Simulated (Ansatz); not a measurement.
# MgO: a changed input and its effect

System: MgO (Fm-3m, 2 atoms in the cell).
Method of run A: Kohn-Sham DFT of a periodic cell, PBE with D4, all-electron LAPW, scalar-relativistic, no spin polarisation (Ansatz 0.2.0).

The structure derives from a Materials Project entry. Text and figures count atoms from 1; the logs count them from 0 in places.

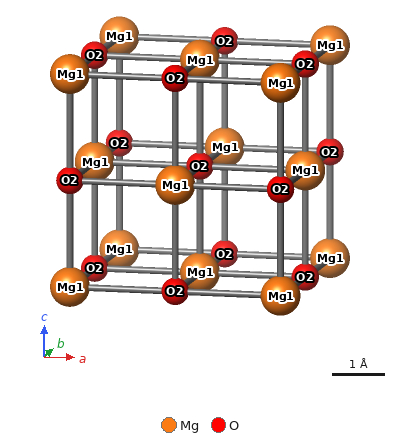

The input geometry (ball-and-stick view of the cell 4 times as large as that of the calculation, set on its symmetry axes, seen slightly off an axis; atoms are numbered from 1 in the order of the input). Near neighbours in the crystal (not all of them lie inside the picture): Mg has 6 O at 2.10 Å; O has 6 Mg at 2.10 Å.

## Input, run A
```yaml
crystal:
  lattice:
    - [0.0, 2.0970013927, 2.0970013927]
    - [2.0970013927, 0.0, 2.0970013927]
    - [2.0970013927, 2.0970013927, 0.0]
  atoms:
    - { symbol: Mg, position: [0.0, 0.0, 0.0] }
    - { symbol: O, position: [0.5, 0.5, 0.5] }
kpoints:
  mp_grid: { grid: [11, 11, 11] }
scf:
  occupations: { method: fermi_dirac, width: 0.05 }
hamiltonian:
  xc: pbe
  dispersion: d4
  pseudopotentials: { kind: all_electron, lapw: { basis_error: 0.001 } }
output:
  forces: true
  stress: true
relax:
  f_tol: 0.005
  max_steps: 60
  cell: {}
```

Command:
```bash
ansatz run input.yaml --threads 1 --pin off --max-ram 3072MiB --backend cpu --events-out ev --progress --plain --runs-dir out
```

Hardware: 1 thread of Arm Neoverse V1, 24 GiB of memory available, shared host.

## Output, shortened to warnings, some set-up lines, iterations and results (run A)
```
Basis set: ecut = 338.8782399966612 eV, 259 PW (Γ), exchange–correlation at level 2
Symmetry: 48 space group operations
k-points: 56 of 1331
Initial density: superposition of atomic densities (chi_scale 0.1, normalization cell, long waves kept (reshape's long-wave potential 0.00 eV rms))
[...]
SCF iter   1: F=—  HF=-7504.535011 eV  |F-HF|=—  |Δ(HF+E_count)|=         —  Δρ=1.12e-1  dr2=2.50e0  ethr=1.39e-2  ⟨swp⟩=2.0  Hψ=4814  notcnv=0
SCF iter   2: F=—  HF=-7503.268587 eV  |F-HF|=—  |Δ(HF+E_count)|=    1.27e0  Δρ=2.30e-2  dr2=4.94e-2  ethr=2.75e-4  ⟨swp⟩=2.1  Hψ=3869  notcnv=0
SCF iter   3: F=—  HF=-7502.983867 eV  |F-HF|=—  |Δ(HF+E_count)|=   2.85e-1  Δρ=1.61e-2  dr2=5.25e-2  ethr=2.74e-4  ⟨swp⟩=3.0  Hψ=2363  notcnv=0
SCF iter   4: F=—  HF=-7502.982871 eV  |F-HF|=—  |Δ(HF+E_count)|=         —  Δρ=6.09e-4  dr2=2.54e-5  ethr=2.74e-4  ⟨swp⟩=2.0  Hψ=2155  notcnv=0
SCF iter   5: F=—  HF=-7502.982922 eV  |F-HF|=—  |Δ(HF+E_count)|=   5.10e-5  Δρ=1.73e-4  dr2=3.46e-6  ethr=1.41e-7  ⟨swp⟩=3.0  Hψ=2126  notcnv=0
[... 18 lines ...]
relax step   4: F+E_penalty+E_count = -7502.98781890 eV  Δ(F+E_penalty+E_count) = -2.168e-6 eV  max|allowed force component| = 4.109e-31 eV/Å  Δτ_max = 0.0000 Å  P = -0.001 …
SCF iter   1: F=—  HF=-7502.987814 eV  |F-HF|=—  |Δ(HF+E_count)|=         —  Δρ=1.36e-5  dr2=3.37e-8  ethr=1.89e-10  ⟨swp⟩=3.0  Hψ=3817  notcnv=0
SCF iter   2: F=-7502.987818 eV  HF=-7502.987818 eV  |F-HF|=5.57e-9  |Δ(HF+E_count)|=   3.76e-6  Δρ=6.66e-6  dr2=7.49e-9  ethr=1.87e-10  ⟨swp⟩=3.0  Hψ=2408  notcnv=0
SCF 5 converged in 2 iterations: F = -7502.987818 eV  dr2 = 7.49e-9
relax step   5: F+E_penalty+E_count = -7502.98781756 eV  Δ(F+E_penalty+E_count) = +1.346e-6 eV  max|allowed force component| = 7.729e-31 eV/Å  Δτ_max = 0.0000 Å  P = +0.000 …
basis re-selected at this cell: Δ(F+E_penalty+E_count) = +1.346e-6 eV, ΔP = +0.001 GPa vs the last step (what re-selecting the basis moved, after the strain that the cell walked since its last selection, with what the two solves' SCF thresholds leave and, on support functions, any second-order …
SCF converged after 2 iterations
Free energy (F): -7502.987818 eV
Harris-Foulkes:  -7502.987818 eV  (|F-HF|=5.57e-9)
Internal energy: -7502.987818 eV  (E = F + TS)
E sigma→0 (E₀):  -7502.987818 eV
Fermi energy:    10.111278 eV
--- Per-component energies (eV) ---
  E_band       = -1290.163424
  E_kinetic    = 7507.416260
  E_xc         = -683.946524
  E_electrostatic = -14326.130160  (all electrons and nuclei)
  E_disp       = -0.327393  (pairwise vdW)
  E_smearing   = -0.000000  (= −TS)
  E_closure    = 0.000000  (closes the sum)
  E_atoms      = -7490.792933  (free atoms, spherical and without spin; not in F)
  Σ components = -7502.987818   (vs F -7502.987818, Δ=0.00e0)
  Basis errors (estimates in eV, not in F): energy 4.0e-4 per atom: plane waves 3.5e-4 (1.9e-4 summed), levels above the bands 6.6e-117, relativity 4.0e-8, radial functions 4.6e-5, core shells 8.8e-12; eigenvalues (radial functions only) 1.0e-5; not estimated: angular momenta, meshes, grids; target …
--- Forces (eV/Å), atoms counted from 1 ---
  atom   1  Mg    -0.00000000     0.00000000    -0.00000000
  atom   2  O      0.00000000    -0.00000000     0.00000000
  max |Σ_I F_I| component: 1.48e-30 eV/Å
--- Stress (GPa, compression-positive) ---
        0.000478      -0.000000       0.000000
       -0.000000       0.000478      -0.000000
        0.000000      -0.000000       0.000478
  P = ⅓ Tr σ = 0.0005 GPa (0.005 kbar)
--- Relaxed structure (4 steps of the walk, 4 accepted, 1 SCFs on fresh bases) ---
  F+E_penalty+E_count = -7502.98781756 eV   max|allowed force component| = 7.729e-31 eV/Å   (the final SCF, on the basis selected at the relaxed cell)
  cell:  # Å, volume = 18.8721 Å³
    - [7.643058049343398e-35, 2.113149536091339, 2.113149536091339]
    - [2.113149536091339, -2.659147279667386e-34, 2.113149536091339]
    - [2.113149536091339, 2.113149536091339, 6.3851380787222866e-34]
  atoms:
    - { symbol: Mg, position: [3.826753825509469e-36, -3.5875817114148125e-36, -3.826753825509714e-36] }
    - { symbol: O, position: [0.5, 0.5, 0.5] }
```

For run B the input was changed thus:
```diff
-  xc: pbe
-  dispersion: d4
+  xc: rpbe
+  dispersion: d3bj
```

How does run B compare with run A?

The total energies belong to different models, so their difference says nothing on which is more stable or more accurate. The volume per atom goes from 9.44 to 8.47 Å³. The functional changes from PBE to RPBE. The SCF takes 24 iterations over all geometry steps against 18.

## Output, shortened to warnings, some set-up lines, iterations and results (run B)
```
Basis set: ecut = 339.147849125852 eV, 259 PW (Γ), exchange–correlation at level 2
Symmetry: 48 space group operations
k-points: 56 of 1331
Initial density: superposition of atomic densities (chi_scale 0.1, normalization cell, long waves kept (reshape's long-wave potential 0.00 eV rms))
[...]
SCF iter   1: F=—  HF=-7511.234745 eV  |F-HF|=—  |Δ(HF+E_count)|=         —  Δρ=1.13e-1  dr2=2.52e0  ethr=1.40e-2  ⟨swp⟩=2.0  Hψ=4811  notcnv=0
SCF iter   2: F=—  HF=-7509.956603 eV  |F-HF|=—  |Δ(HF+E_count)|=    1.28e0  Δρ=2.17e-2  dr2=4.04e-2  ethr=2.25e-4  ⟨swp⟩=2.1  Hψ=3867  notcnv=0
SCF iter   3: F=—  HF=-7509.699643 eV  |F-HF|=—  |Δ(HF+E_count)|=   2.57e-1  Δρ=1.62e-2  dr2=5.27e-2  ethr=2.24e-4  ⟨swp⟩=3.0  Hψ=2372  notcnv=0
SCF iter   4: F=—  HF=-7509.707150 eV  |F-HF|=—  |Δ(HF+E_count)|=         —  Δρ=6.78e-4  dr2=4.11e-5  ethr=2.24e-4  ⟨swp⟩=2.0  Hψ=2181  notcnv=0
SCF iter   5: F=—  HF=-7509.707346 eV  |F-HF|=—  |Δ(HF+E_count)|=   1.96e-4  Δρ=2.33e-4  dr2=8.33e-6  ethr=2.29e-7  ⟨swp⟩=3.0  Hψ=2158  notcnv=0
[... 26 lines ...]
relax step   5: F+E_penalty+E_count = -7509.78174489 eV  Δ(F+E_penalty+E_count) = -3.084e-6 eV  max|allowed force component| = 4.536e-30 eV/Å  Δτ_max = 0.0000 Å  P = -0.002 …
SCF iter   1: F=—  HF=-7509.781749 eV  |F-HF|=—  |Δ(HF+E_count)|=         —  Δρ=7.39e-6  dr2=7.62e-9  ethr=4.27e-11  ⟨swp⟩=3.0  Hψ=3814  notcnv=0
SCF iter   2: F=-7509.781746 eV  HF=-7509.781746 eV  |F-HF|=5.56e-9  |Δ(HF+E_count)|=   2.42e-6  Δρ=3.68e-6  dr2=1.75e-9  ethr=4.23e-11  ⟨swp⟩=3.0  Hψ=2408  notcnv=0
SCF 6 converged in 2 iterations: F = -7509.781746 eV  dr2 = 1.75e-9
relax step   6: F+E_penalty+E_count = -7509.78174636 eV  Δ(F+E_penalty+E_count) = -1.463e-6 eV  max|allowed force component| = 3.747e-30 eV/Å  Δτ_max = 0.0000 Å  P = -0.002 …
basis re-selected at this cell: Δ(F+E_penalty+E_count) = -1.463e-6 eV, ΔP = +0.000 GPa vs the last step (what re-selecting the basis moved, after the strain that the cell walked since its last selection, with what the two solves' SCF thresholds leave and, on support functions, any second-order …
SCF converged after 2 iterations
Free energy (F): -7509.781746 eV
Harris-Foulkes:  -7509.781746 eV  (|F-HF|=5.56e-9)
Internal energy: -7509.781746 eV  (E = F + TS)
E sigma→0 (E₀):  -7509.781746 eV
Fermi energy:    12.241196 eV
--- Per-component energies (eV) ---
  E_band       = -1263.143788
  E_kinetic    = 7520.104347
  E_xc         = -690.404286
  E_electrostatic = -14336.576131  (all electrons and nuclei)
  E_disp       = -2.905676  (pairwise vdW)
  E_smearing   = -0.000000  (= −TS)
  E_closure    = 0.000000  (closes the sum)
  E_atoms      = -7495.907242  (free atoms, spherical and without spin; not in F)
  Σ components = -7509.781746   (vs F -7509.781746, Δ=0.00e0)
  Basis errors (estimates in eV, not in F): energy 4.4e-4 per atom: plane waves 4.1e-4 (2.2e-4 summed), levels above the bands 4.1e-120, relativity 1.7e-8, radial functions 3.3e-5, core shells 3.3e-11; eigenvalues (radial functions only) 1.2e-5; not estimated: angular momenta, meshes, grids; target …
--- Forces (eV/Å), atoms counted from 1 ---
  atom   1  Mg    -0.00000000     0.00000000    -0.00000000
  atom   2  O      0.00000000     0.00000000     0.00000000
  max |Σ_I F_I| component: 4.08e-30 eV/Å
--- Stress (GPa, compression-positive) ---
       -0.002095       0.000000      -0.000000
        0.000000      -0.002095       0.000000
       -0.000000       0.000000      -0.002095
  P = ⅓ Tr σ = -0.0021 GPa (-0.021 kbar)
--- Relaxed structure (5 steps of the walk, 5 accepted, 1 SCFs on fresh bases) ---
  F+E_penalty+E_count = -7509.78174636 eV   max|allowed force component| = 3.747e-30 eV/Å   (the final SCF, on the basis selected at the relaxed cell)
  cell:  # Å, volume = 16.9347 Å³
    - [-7.623153172489789e-34, 2.038211233675202, 2.0382112336752023]
    - [2.0382112336752023, -5.927351827491923e-34, 2.0382112336752023]
    - [2.0382112336752023, 2.038211233675202, 5.97113910104952e-35]
  atoms:
    - { symbol: Mg, position: [-1.2436949932905233e-35, 1.339363838928277e-35, 1.6263703758414652e-35] }
[...]
```

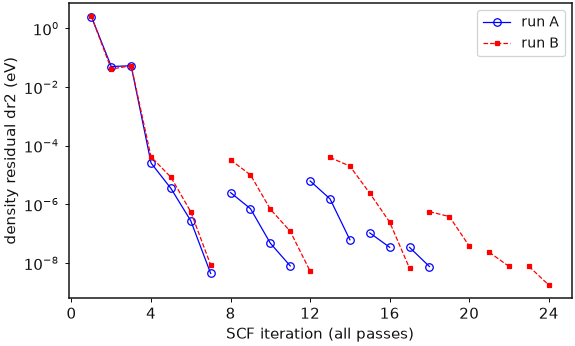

Convergence of the two runs: density residual dr2 against the SCF iteration. A break in a curve parts two SCF passes. Run A takes 18 iterations in all, and run B takes 24.

## The two runs side by side

| quantity | run A | run B |
| --- | --- | --- |
| outcome | converged | converged |
| free energy per atom (eV) | −3751.4939 | −3754.8909 |
| pressure (GPa) | 0.00 | 0.00 |
| volume per atom (Å³) | 9.44 | 8.47 |
| largest force (eV/Å) | 0.000 | 0.000 |
| SCF iterations | 18 | 24 |
| irreducible k-points | 56 | 56 |
| wall time (shared host) | 18 s | 22 s |
